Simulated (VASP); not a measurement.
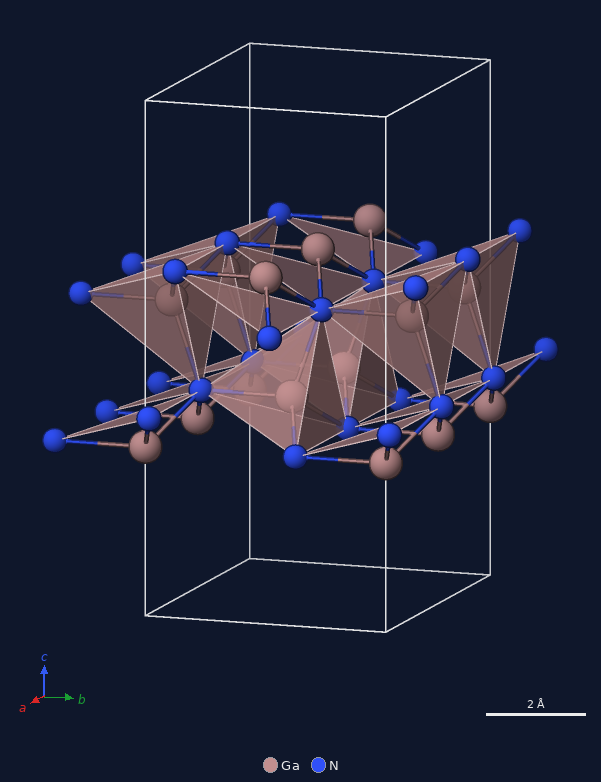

**Figure 1.** The input geometry (polyhedral view of the 2 × 1 repeat of the cell, with the vacuum cut short, seen slightly off an axis; polyhedra are completed across the faces of the cell).

# Run report: GaN, single-point calculation (part 1 of 2)

The run: single-point calculation of GaN (slab, 8 atoms in the cell). Method and program: Kohn-Sham DFT of a periodic cell, PBEsol, VASP PAW PBE potentials, recommended, no spin polarisation (VASP 6.6.1).

The structure derives from an entry of the Crystallography Open Database.

**OSZICAR**
```
N       E                     dE             d eps       ncg     rms          rms(c)
DAV:   1     0.743230931718E+03    0.74323E+03   -0.33750E+04  1460   0.184E+03
DAV:   2     0.870313567939E+02   -0.65620E+03   -0.62964E+03  1676   0.510E+02
DAV:   3    -0.438374379190E+02   -0.13087E+03   -0.12864E+03  1656   0.185E+02
DAV:   4    -0.571307019237E+02   -0.13293E+02   -0.13190E+02  1916   0.597E+01
DAV:   5    -0.574489454703E+02   -0.31824E+00   -0.31744E+00  1928   0.999E+00    0.154E+01
DAV:   6    -0.480163558023E+02    0.94326E+01   -0.34121E+01  2570   0.717E+01    0.484E+00
DAV:   7    -0.482067205044E+02   -0.19036E+00   -0.53152E+00  1576   0.129E+01    0.403E+00
DAV:   8    -0.480318671611E+02    0.17485E+00   -0.63362E-01  2016   0.110E+01    0.155E+00
DAV:   9    -0.479812478940E+02    0.50619E-01   -0.28073E-01  1716   0.411E+00    0.681E-01
DAV:  10    -0.479833607892E+02   -0.21129E-02   -0.38403E-02  1596   0.171E+00    0.425E-01
DAV:  11    -0.479833835767E+02   -0.22787E-04   -0.16062E-02  1906   0.147E+00    0.170E-01
DAV:  12    -0.479834654455E+02   -0.81869E-04   -0.67233E-03  1634   0.577E-01    0.107E-01
DAV:  13    -0.479837893864E+02   -0.32394E-03   -0.22206E-03  1728   0.437E-01    0.118E-01
DAV:  14    -0.479849419439E+02   -0.11526E-02   -0.17398E-03  1904   0.438E-01    0.745E-02
DAV:  15    -0.479852591843E+02   -0.31724E-03   -0.79907E-04  1904   0.230E-01    0.261E-02
DAV:  16    -0.479856034139E+02   -0.34423E-03   -0.40451E-04  1938   0.231E-01    0.312E-02
DAV:  17    -0.479856912494E+02   -0.87836E-04   -0.20365E-04  1566   0.807E-02    0.255E-02
DAV:  18    -0.479858699276E+02   -0.17868E-03   -0.87442E-05  1866   0.156E-01    0.104E-02
DAV:  19    -0.479860750138E+02   -0.20509E-03   -0.26972E-05  1628   0.307E-02    0.137E-02
DAV:  20    -0.479862217371E+02   -0.14672E-03   -0.19706E-05  1534   0.446E-02    0.553E-03
DAV:  21    -0.479862758080E+02   -0.54071E-04   -0.58638E-06  1492   0.243E-02    0.287E-03
DAV:  22    -0.479863037949E+02   -0.27987E-04   -0.26811E-06  1182   0.118E-02    0.175E-03
DAV:  23    -0.479863105552E+02   -0.67603E-05   -0.75528E-07  1174   0.693E-03    0.756E-04
DAV:  24    -0.479863128781E+02   -0.23229E-05   -0.22954E-07  1082   0.283E-03    0.424E-04
DAV:  25    -0.479863138256E+02   -0.94749E-06   -0.88033E-08  1132   0.239E-03
   1 F= -.47986314E+02 E0= -.47986314E+02  d E =-.535041E-17
```

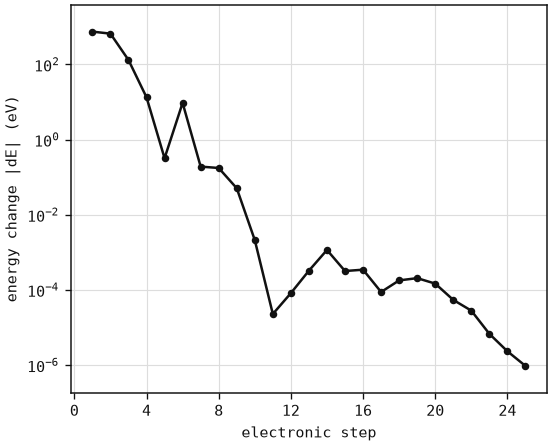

**Figure 2.** Convergence of the self-consistent field: energy change |dE| against the electronic step. It takes 25 electronic steps. The density is held fixed in the first few steps, and dE rises again when its update begins.

**Parts of OUTCAR**
```
SYSTEM = GaN
   PREC = Accurate
   ENCUT = 520
   EDIFF = 1E-6
   ISMEAR = 0
   LREAL = .False.
   LASPH = .True.
   NELM = 80
   ISIF = 2
   GGA = PS

 ion  position               nearest neighbor table
   1  1.000  0.001  0.402-   6 1.94   6 1.94   5 1.95
   2  0.500  0.501  0.451-   7 1.94   5 1.94   5 1.94   6 1.95
   3  0.500  0.001  0.549-   6 1.94   8 1.94   8 1.94   7 1.95
   4  0.000  0.501  0.598-   7 1.94   7 1.94   8 1.95
   5  1.000  0.624  0.402-   2 1.94   2 1.94   1 1.95
   6  0.500  0.124  0.451-   3 1.94   1 1.94   1 1.94   2 1.95
   7  0.500  0.624  0.549-   2 1.94   4 1.94   4 1.94   3 1.95
   8  0.000  0.124  0.598-   3 1.94   3 1.94   4 1.95

  LATTYP: Found a simple orthorhombic cell.
 ALAT       =     3.1802300300
 B/A-ratio  =     1.6298245571
 C/A-ratio  =     5.8713410552

  Lattice vectors:

 A1 = (   3.1802300300,   0.0000000000,   0.0000000000)
 A2 = (   0.0000000000,   5.1832170000,   0.0000000000)
 A3 = (   0.0000000000,   0.0000000000,  18.6722151400)

Analysis of symmetry for initial positions (statically):
=====================================================================
 Subroutine PRICEL returns:
 Original cell was already a primitive cell.

 Routine SETGRP: Setting up the symmetry group for a
 simple orthorhombic supercell.

 Subroutine GETGRP returns: Found  4 space group operations
 (whereof  2 operations were pure point group operations)
 out of a pool of  8 trial point group operations.

The static configuration has the point symmetry C_1h.
 The point group associated with its full space group is C_2v.

Analysis of symmetry for dynamics (positions and initial velocities):
=====================================================================
 Subroutine PRICEL returns:
 Original cell was already a primitive cell.

 Routine SETGRP: Setting up the symmetry group for a
 simple orthorhombic supercell.

 Subroutine GETGRP returns: Found  4 space group operations
 (whereof  2 operations were pure point group operations)
 out of a pool of  8 trial point group operations.

The dynamic configuration has the point symmetry C_1h.
 The point group associated with its full space group is C_2v.

 Subroutine INISYM returns: Found  4 space group operations
 (whereof  2 operations are pure point group operations),
 and found     1 'primitive' translations

----------------------------------------------------------------------------------------

                                     Primitive cell

  volume of cell :     307.7895

  direct lattice vectors                    reciprocal lattice vectors
     3.180230030  0.000000000  0.000000000     0.314442663  0.000000000  0.000000000
     0.000000000  5.183217000  0.000000000     0.000000000  0.192930375  0.000000000
     0.000000000  0.000000000 18.672215140     0.000000000  0.000000000  0.053555510

  length of vectors
     3.180230030  5.183217000 18.672215140     0.314442663  0.192930375  0.053555510

  position of ions in fractional coordinates (direct lattice)
     0.999999490  0.000760000  0.401666320
     0.500000490  0.500760000  0.450833240
     0.499999480  0.000760000  0.549166760
     0.000000480  0.500760000  0.598333680
     0.999999490  0.624240000  0.401666320
     0.500000490  0.124240000  0.450833240
     0.499999480  0.624240000  0.549166760
     0.000000480  0.124240000  0.598333680

  ion indices of the primitive-cell ions
   primitive index   ion index
                 1           1
                 2           2
                 3           3
                 4           4
                 5           5
                 6           6
                 7           7
                 8           8

----------------------------------------------------------------------------------------

 KPOINTS: regular mesh

Automatic generation of k-mesh.
 Grid dimensions read from file:
 generate k-points for:    8    5    1

 Generating k-lattice:

  Cartesian coordinates                     Fractional coordinates (reciprocal lattice)
     0.039305333  0.000000000  0.000000000     0.125000000  0.000000000  0.000000000
     0.000000000  0.038586075  0.000000000     0.000000000  0.200000000  0.000000000
     0.000000000  0.000000000  0.053555510     0.000000000  0.000000000  1.000000000

  Length of vectors
     0.039305333  0.038586075  0.053555510

  Shift w.r.t. Gamma in fractional coordinates (k-lattice)
     0.000000000  0.000000000  0.000000000

 Subroutine IBZKPT returns following result:
 ===========================================

 Found     15 irreducible k-points:

 Following reciprocal coordinates:
            Coordinates               Weight
  0.000000  0.000000  0.000000      1.000000
  0.125000  0.000000  0.000000      2.000000
  0.250000  0.000000  0.000000      2.000000
  0.375000  0.000000  0.000000      2.000000
  0.500000  0.000000  0.000000      1.000000
  0.000000  0.200000  0.000000      2.000000
  0.125000  0.200000  0.000000      4.000000
  0.250000  0.200000  0.000000      4.000000
  0.375000  0.200000  0.000000      4.000000
  0.500000  0.200000  0.000000      2.000000
  0.000000  0.400000  0.000000      2.000000
  0.125000  0.400000  0.000000      4.000000
  0.250000  0.400000  0.000000      4.000000
  0.375000  0.400000  0.000000      4.000000
  0.500000  0.400000  0.000000      2.000000
   k-points           NKPTS =     15   k-points in BZ     NKDIM =     15   number of bands    NBANDS=     46
   number of dos      NEDOS =    301   number of ions     NIONS =      8
   total plane-waves  NPLWV = 134400
   dimension x,y,z NGX =    24 NGY =   40 NGZ =  140
   dimension x,y,z NGXF=    48 NGYF=   80 NGZF=  280
   ions per type =               4   4
   NGX,Y,Z   is equivalent  to a cutoff of  12.55, 12.83, 12.46 a.u.
   NGXF,Y,Z  is equivalent  to a cutoff of  25.09, 25.66, 24.93 a.u.
 SYSTEM =  GaN
   PREC   = accura    normal or accurate (medium, high low for compatibility)
   ISTART =      0    job   : 0-new  1-cont  2-samecut
   ICHARG =      2    charge: 1-file 2-atom 10-const
   ISPIN  =      1    spin polarized calculation?
   LNONCOLLINEAR =      F non collinear calculations
   LSORBIT =      F    spin-orbit coupling
   LASPH  =      T    aspherical Exc in radial PAW
   ENCUT  =  520.0 eV  38.22 Ry    6.18 a.u.   5.91  9.64 34.72*2*pi/ulx,y,z
   NELM   =     80;   NELMIN=  2; NELMDL= -5     # of ELM steps
   EDIFF  = 0.1E-05   stopping-criterion for ELM
   LREAL  =      F    real-space projection
   EDIFFG = 0.1E-04   stopping-criterion for IOM
   NSW    =      0    number of steps for IOM
   IBRION =     -1    ionic relax: 0-MD 1-quasi-New 2-CG
   NFREE  =      0    steps in history (QN), initial steepest desc. (CG)
   ISIF   =      2    stress and relaxation
   ISYM   =      2    0-nonsym 1-usesym 2-fastsym
   POTIM  = 0.5000    time-step for ionic-motion
   TEBEG  =    0.0;   TEEND  =   0.0 temperature during run
   PSTRESS=    0.0 pullay stress
   NELECT =      72.0000    total number of electrons
   NUPDOWN=      -1.0000    fix difference up-down
   EMIN   =  10.00;   EMAX   =-10.00  energy-range for DOS
   EFERMI =   0.00;   METHOD = LEGACY
   ISMEAR =     0;   SIGMA  =   0.03  broadening in eV -4-tet -1-fermi 0-gaus
   EFERMI_NEDOS =   21; number of points for ismear=-14 and -15
   IALGO  =     38    algorithm
   IMIX   =      4    mixing-type and parameters
     AMIX     =   0.40;   BMIX     =  1.00
     AMIX_MAG =   1.60;   BMIX_MAG =  1.00
  volume/ion in A,a.u.               =      38.47       259.63
  Fermi-wavevector in a.u.,A,eV,Ry     =   1.008713  1.906192 13.843962  1.017502
  Thomas-Fermi vector in A             =   2.141597
   LORBIT       =      0    0 simple, 1 ext, 2 COOP (PROOUT), +10 PAW based schemes
   GGA     = PS    functional components
   LHFCALC =     F    Hartree Fock is set to
   AEXX    =    0.0000 exact exchange contribution
   IVDW    =     0    specifies the selected vdW correction
   LEPSILON=     F    determine dielectric tensor
   LRPA    =     F    only Hartree local field effects (RPA)
 non-spin polarized calculation
 Gauss-broadening in eV      SIGMA  =   0.03
  energy-cutoff  :      520.00
  volume of cell :      307.79
 maximum number of plane-waves:      8320
 NGX is ok and might be reduce to    24
   NGX = 11   NGY = 19   NGZ = 69

 dipolmoment           0.000000      0.000000      0.000000 electrons x Angstroem

 number of electron      71.9999978 magnetization

 dipolmoment           0.000000      0.000000     -0.000000 electrons x Angstroem

 Free energy of the ion-electron system (eV)
  ---------------------------------------------------
  ext. energy  EPLUGINS =         0.00000000
  ---------------------------------------------------
  free energy    TOTEN  =       -47.98631383 eV

  energy without entropy =      -47.98631383  energy(sigma->0) =      -47.98631383

 the core state eigenenergies are
   1-  1s -10225.4833  2s  -1258.8523  2p  -1095.3171  3s   -144.9645  3p    -95.7022

   2-  1s -10224.3789  2s  -1257.7829  2p  -1094.2414  3s   -143.9822  3p    -94.7238

   3-  1s -10224.3788  2s  -1257.7829  2p  -1094.2413  3s   -143.9822  3p    -94.7238

   4-  1s -10225.4833  2s  -1258.8524  2p  -1095.3171  3s   -144.9646  3p    -95.7022

   5-  1s   -377.3826
   6-  1s   -378.3625
   7-  1s   -378.3625
   8-  1s   -377.3826

 E-fermi :  -1.6527     XC(G=0):  -4.3656     alpha+bet : -3.9795

 val. band max:       -1.8595239025   @ k =   0.0000   0.0000   0.0000
 cond. band min:      -1.4830132369   @ k =   0.0000   0.0000   0.0000
 fundamental gap:      0.3765106657
 Fermi energy:        -1.6527229903

 k-point     1 :       0.0000    0.0000    0.0000
  band No.  band energies     occupation
      1     -18.0278      2.00000
      2     -17.6228      2.00000
      3     -16.6863      2.00000
      4     -16.6773      2.00000
      5     -16.1745      2.00000
      6     -16.1718      2.00000
      7     -16.1167      2.00000
      8     -16.0893      2.00000
      9     -16.0202      2.00000
     10     -16.0141      2.00000
     11     -15.9624      2.00000
     12     -15.9582      2.00000
     13     -15.7274      2.00000
     14     -15.6411      2.00000
     15     -15.2253      2.00000
     16     -15.1861      2.00000
     17     -15.1845      2.00000
     18     -15.1724      2.00000
     19     -15.0730      2.00000
     20     -15.0717      2.00000
     21     -15.0401      2.00000
     22     -14.5520      2.00000
     23     -13.7751      2.00000
     24     -13.1869      2.00000
     25      -8.8104      2.00000
     26      -8.2420      2.00000
     27      -6.5913      2.00000
     28      -6.1954      2.00000
     29      -4.5857      2.00000
     30      -4.0651      2.00000
     31      -3.7917      2.00000
     32      -2.8475      2.00000
     33      -2.8354      2.00000
     34      -2.3403      2.00000
     35      -2.3319      2.00000
     36      -1.8595      2.00000
     37      -1.4830      0.00000
     38      -0.0493      0.00000
     39       2.4598      0.00000
     40       2.6816      0.00000
     41       3.0782      0.00000
     42       3.4541      0.00000
     43       3.5417      0.00000
     44       3.8183      0.00000
     45       4.3457      0.00000
     46       4.6655      0.00000
```
